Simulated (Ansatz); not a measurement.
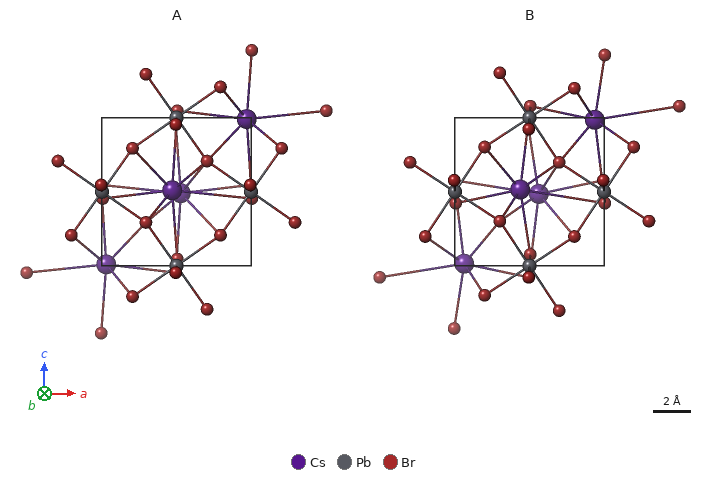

Two geometries of a crystal of CsPbBr$_{3}$ (set up in Pnma), drawn at one scale. One is the start of a relaxation, the other its converged end. A ball-and-stick model of the cell of the calculation, seen along the b axis.

Level of theory: Ansatz 0.2.0, DFT, PBE, plane-wave PAW, default files, scalar-relativistic. Settings: plane-wave cutoff 420 eV; k-point mesh 4 × 3 × 4; occupations fermi dirac; smearing width 0.02 eV; no spin polarisation; atoms relaxed in a fixed cell; force threshold 0.02 eV/Å; at most 60 steps.

> Which geometry has the lower energy?

Structure B is the relaxed one. The energy falls by 6.5 meV per atom in 3 geometry steps. Largest force component: 0.098 eV/Å at the start, 0.012 eV/Å at the end. The largest moves, 0.28 Å, are those of Cs atoms. By element the largest moves are Cs 0.28 Å, Br 0.26 Å. Pb stays in place. The lattice vectors keep their values. Near-neighbour distances that change, for instance: Br–Cs 4.432 → 4.744 Å, Br–Cs 4.408 → 4.651 Å, Br–Cs 3.874 → 3.651 Å, Br–Cs 4.149 → 3.953 Å. Among the angles between lasting bonds that change: Cs–Br–Cs 101.0° → 110.8°, Pb–Br–Pb 165.3° → 155.5°, Cs–Br–Pb 104.5° → 111.8°. The space group stays Pnma (No. 62).
